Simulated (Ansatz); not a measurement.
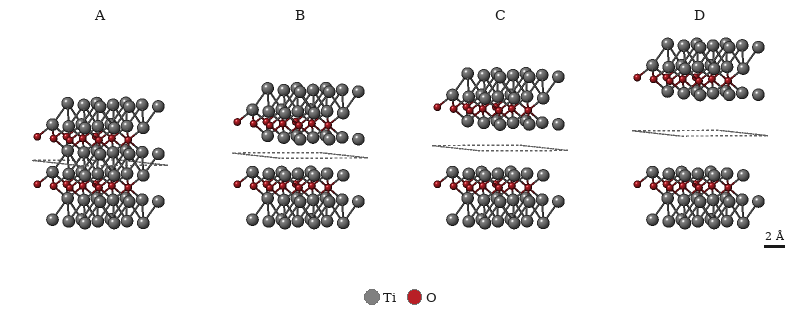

A scan of a crystal of Ti2O (P-3m1) along one coordinate. The picture is a ball-and-stick view of the layers on both sides of the dashed plane, seen from the side, nearly along that plane.

Theory: DFT r2SCAN, scalar-relativistic, plane waves, PAW (Ansatz 0.2.0). (plane-wave cutoff 500 eV; k-point mesh 18 × 18 × 5; occupations gaussian; smearing width 0.15 eV; no spin polarisation). Energies (free energies at the smearing named) are counted from the relaxed crystal.

Which coordinate changes from frame to frame?

The crystal is pulled apart rigidly along the normal of the (0 0 1) plane of the conventional cell, at a cut between a plane of Ti below and one of Ti above, 2.23 Å apart. In the frames the opening is 0.00 Å (A), 1.50 Å (B), 3.00 Å (C), 6.00 Å (D). One cut stands in each cell, which starts 9.6 Å high; nothing is relaxed, and the dashed outline marks the cut. Their energies are 0.00 J/m², 4.56 J/m², 6.30 J/m², 6.52 J/m².
